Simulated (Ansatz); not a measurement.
## Mending a single-point calculation on Al2Pt

System: Al2Pt (slab, 9 atoms in the cell).
Method of the first run: DFT PBE, scalar-relativistic, plane waves, PAW (Ansatz 0.2.0).

The structure derives from an entry of the Crystallography Open Database. Text and figures count atoms from 1; the logs count them from 0 in places.

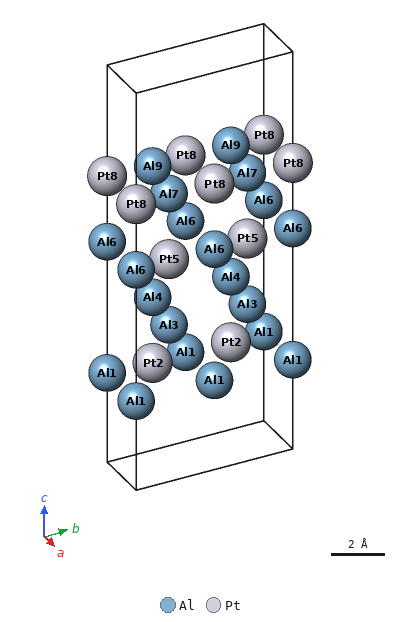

**Figure 1.** The input geometry (spheres-only view of the 1 × 2 repeat of the cell, with the vacuum cut short, seen slightly off an axis; atoms are numbered from 1 in the order of the input).

**The input, the first run**
```yaml
crystal:
  lattice:
    - [4.2047455503, 0.0, 0.0]
    - [-2.1023727751, 3.641416463, 0.0]
    - [0.0, 0.0, 23.5829009136]
  atoms:
    - { symbol: Al, position: [0.0, 0.0, 0.3180270327] }
    - { symbol: Pt, position: [0.6666666667, 0.3333333333, 0.3544216262] }
    - { symbol: Al, position: [0.3333333333, 0.6666666667, 0.3908162196] }
    - { symbol: Al, position: [0.6666666667, 0.3333333333, 0.4636054065] }
    - { symbol: Pt, position: [0.3333333333, 0.6666666667, 0.5] }
    - { symbol: Al, position: [0.0, 0.0, 0.5363945935] }
    - { symbol: Al, position: [0.3333333333, 0.6666666667, 0.6091837804] }
    - { symbol: Pt, position: [0.0, 0.0, 0.6455783738] }
    - { symbol: Al, position: [0.6666666667, 0.3333333333, 0.6819729673] }
basis:
  ecutwfc: 420
kpoints:
  mp_grid: { grid: [9, 9, 1] }
hamiltonian:
  xc: pbe
scf:
  occupations: { method: gaussian, width: 0.1 }
  max_iter: 81
output:
  forces: true
  stress: true
  eigenvalues: true
efield:
  axis: 3
  dipole_correction: true
  ramp_width: 0.04
  ramp_position: 0.632
```

Launched with:
```bash
ansatz run input.yaml --threads 2 --pin off --max-ram 4096MiB --backend cpu --events-out ev --progress --plain --runs-dir out
```

Hardware: 2 threads of Arm Neoverse V2, 24 GiB of memory available, shared host.

**Output (the first run)**
```
Engine: ansatz 0.2.0, aarch64-unknown-linux-gnu
Pseudopotentials: kind: paw
Pseudopotential: Al, paw, valence charge 3, recommended cutoff 420 eV (normal), Al.paw.azcp
Pseudopotential: Pt, paw, valence charge 18, recommended cutoff 420 eV (normal), Pt.paw.azcp
Functional definition: PBE
  parameter kappa = 0.804
  parameter beta = 0.06672455060314922
  exchange = pbe_x(kappa = kappa, mu = beta*pi^2/3)
  correlation = pbe_c(beta = beta)
Crystal: 9 atoms, lattice volume = 361.083 Å³
Basis set: ecut = 420 eV, 6949 PW (Γ), exchange–correlation on 60×60×320 points (8 copies of the dense FFT grid, shifted against one another)
Bands: 45, of which v1, the nominal top of the filled ones, is band 36 counted from 1 (35 counted from 0)
Symmetry: 6 space group operations
k-points: 12 of 81 (time reversal used)
Non-local potential: Al, projectors of the file, l = 0: 2, l = 1: 2, l = 2: 1
Non-local potential: Pt, projectors of the file, l = 0: 3, l = 1: 2, l = 2: 2, l = 3: 1
PAW form: soft (Blöchl's): semilocal exchange-correlation on the pseudo side does not see the compensation charge
PAW one-centre angular grid: Al, 110 points (default); XC on 64 Gauss nodes
PAW one-centre angular grid: Pt, 590 points (default); XC on 64 Gauss nodes
Initial density: superposition of atomic densities (neutral atoms: chi_scale 0, normalization atom), corrected by the library's trained network
Initial wavefunctions: pseudopotential atomic-orbital guess
Functional: x = pbe(κ = 0.804, μ = 0.2195149727645171), c = pbe(β = 0.06672455060314922)
Error: efield: ion 7 (Pt) at fractional coordinate 0.6456 along the field axis lies inside the sawtooth ramp with 2 of the planes that the density is read on at each end, [0.6195, 0.6845] — the ramp must sit in vacuum (an ion there feels the fictitious reversed slope); set or move the ramp (efield.ramp_position / ramp_width) or move the geometry
```

### Diagnose this run and give a change of the input that cures it.

The program refused the input: “efield: ion 7 (Pt) at fractional coordinate 0.6456 along the field axis lies inside the sawtooth ramp with 2 of the planes that the density is read on at each end, [0.6195, 0.6845] — the ramp must sit in vacuum (an ion there feels the fictitious reversed slope) …”

A run of the same system that converges differs from this input as follows (lines with − go, lines with + come):
```diff
-  mp_grid: { grid: [9, 9, 1] }
+  mp_grid: { grid: [1, 1, 1] }
-  max_iter: 81
-  ramp_position: 0.632
```

**Output, shortened to warnings, some set-up lines, iterations and results (the second run)**
```
Basis set: ecut = 420 eV, 6949 PW (Γ), exchange–correlation on 60×60×320 points (8 copies of the dense FFT grid, shifted against one another)
Symmetry: 6 space group operations
k-points: 1
Initial density: superposition of atomic densities (neutral atoms: chi_scale 0, normalization atom), corrected by the library's trained network
[...]
SCF iter   1: F=—  HF=-40785.363044 eV  |F-HF|=—  |Δ(HF+E_count)|=         —  Δρ=2.48e-2  dr2=6.03e0  ethr=1.77e-3  p=-0.000 e·Å  D=-1.97e-14 V/Å  ΔV_dip=0.00 eV  …
SCF iter   2: F=—  HF=-40784.017611 eV  |F-HF|=—  |Δ(HF+E_count)|=    1.35e0  Δρ=1.26e-2  dr2=1.25e0  ethr=1.77e-3  p=-0.000 e·Å  D=-9.41e-6 V/Å  ΔV_dip=0.00 eV  …
SCF iter   3: F=—  HF=-40783.829720 eV  |F-HF|=—  |Δ(HF+E_count)|=   1.88e-1  Δρ=8.78e-3  dr2=3.18e-1  ethr=1.74e-3  p=0.000 e·Å  D=1.27e-5 V/Å  ΔV_dip=-0.00 eV  …
SCF iter   4: F=—  HF=-40783.866096 eV  |F-HF|=—  |Δ(HF+E_count)|=   3.64e-2  Δρ=5.81e-3  dr2=1.80e-1  ethr=4.42e-4  p=-0.000 e·Å  D=-1.16e-6 V/Å  ΔV_dip=0.00 eV  …
SCF iter   5: F=—  HF=-40783.865205 eV  |F-HF|=—  |Δ(HF+E_count)|=   8.90e-4  Δρ=4.40e-3  dr2=1.06e-1  ethr=2.50e-4  p=-0.000 e·Å  D=-4.48e-6 V/Å  ΔV_dip=0.00 eV  …
[... 8 lines ...]
SCF iter  14: F=—  HF=-40783.869305 eV  |F-HF|=—  |Δ(HF+E_count)|=   4.68e-7  Δρ=1.56e-5  dr2=1.22e-6  ethr=1.71e-8  p=-0.000 e·Å  D=-2.79e-6 V/Å  ΔV_dip=0.00 eV  …
SCF iter  15: F=—  HF=-40783.869306 eV  |F-HF|=—  |Δ(HF+E_count)|=   6.65e-7  Δρ=1.24e-5  dr2=1.06e-6  ethr=1.69e-9  p=0.000 e·Å  D=2.96e-6 V/Å  ΔV_dip=-0.00 eV  …
SCF iter  16: F=—  HF=-40783.869306 eV  |F-HF|=—  |Δ(HF+E_count)|=   1.11e-7  Δρ=5.46e-6  dr2=2.42e-7  ethr=1.48e-9  p=-0.000 e·Å  D=-1.67e-7 V/Å  ΔV_dip=0.00 eV  …
SCF iter  17: F=-40783.869306 eV  HF=-40783.869306 eV  |F-HF|=3.98e-8  |Δ(HF+E_count)|=   1.03e-8  Δρ=3.21e-6  dr2=7.12e-8  ethr=1.39e-10  p=-0.000 e·Å  D=-2.65e-7 V/Å  …
SCF 1 converged in 17 iterations: F = -40783.869306 eV  dr2 = 7.12e-8
SCF converged after 17 iterations
Free energy (F): -40783.869306 eV
Harris-Foulkes:  -40783.869306 eV  (|F-HF|=3.98e-8)
Internal energy: -40783.756468 eV  (E = F + TS)
E sigma→0 (E₀):  -40783.812887 eV
Entropy (-TS):   -0.112838 eV (-12.538 meV/atom)
Fermi energy:    4.065481 eV
Dipole field:    D = -0.000021 V/Å  (p = -0.000042 e·Å, saw-weighted, corrected)
Work function:   Φ+ = 3.6223 eV   Φ− = 3.6218 eV
Levels:          The Fermi level and band energies are counted from a zero that moves with the ramp; work functions are not
--- Per-component energies (eV) ---
  E_band       = -1621.300071
  E_kinetic    = 2062.947398
  E_local      = -48303.833688  (includes V_loc(G=0)·N_el)
  E_nonlocal   = 644.885424
  E_hartree    = 22968.705306
  E_xc         = -1022.931286
  E_vxc        = -1081.234178  (∫ρ·V_xc dr)
  E_paw        = -31161.599543  (= ΣΔE_a)
  E_vpaw       = -881.438175  (= ΣTr[D̂ρ^β])
  E_aug_tail   = 0.000573  (compensation charges beyond the density's cutoff)
  E_efield     = 0.000000  (sawtooth field / dipole correction)
  E_vefield    = 0.000000  (∫n·V_field dr)
  E_ewald      = 14028.069348
  E_smearing   = -0.112838  (= −TS)
  E_closure    = 0.000000  (closes the sum)
  Σ components = -40783.869306   (vs F -40783.869306, Δ=0.00e0)
--- Forces (eV/Å), atoms counted from 1 ---
  atom   1  Al    -0.00000000     0.00000000    -2.76350566
  atom   2  Pt    -0.00000000     0.00000000    -0.21451046
  atom   3  Al     0.00000000    -0.00000000     3.90248814
  atom   4  Al    -0.00000000     0.00000000    -3.48743209
  atom   5  Pt     0.00000000    -0.00000000     0.00000215
  atom   6  Al     0.00000000    -0.00000000     3.48742305
  atom   7  Al    -0.00000000     0.00000000    -3.90249732
  atom   8  Pt     0.00000000    -0.00000000     0.21453214
  atom   9  Al     0.00000000    -0.00000000     2.76351552
  max |Σ_I F_I| component: 1.55e-5 eV/Å
--- Stress (GPa, compression-positive) ---
       -1.853913       0.000000       0.000000
       -0.000000      -1.853913      -0.000000
        0.000000      -0.000000       4.920237
  P = ⅓ Tr σ = 0.4041 GPa (4.041 kbar)
```

**The two runs side by side**

| quantity | the first run | the second run |
| --- | --- | --- |
| outcome | refused | converged |
| free energy per atom (eV) | – | −4531.5410 |
| gap on the mesh (eV) | – | 0.00 |
| work function (eV) | – | 3.62 |
| largest force (eV/Å) | – | 3.902 |
| SCF iterations | – | 17 |
| irreducible k-points | – | 1 |
| plane waves at Γ | – | 6949 |

Notes on the second run: Spin–orbit coupling is left out, which matters for Pt. The k-point mesh is coarse for a cell of this size, so the results may not be converged.
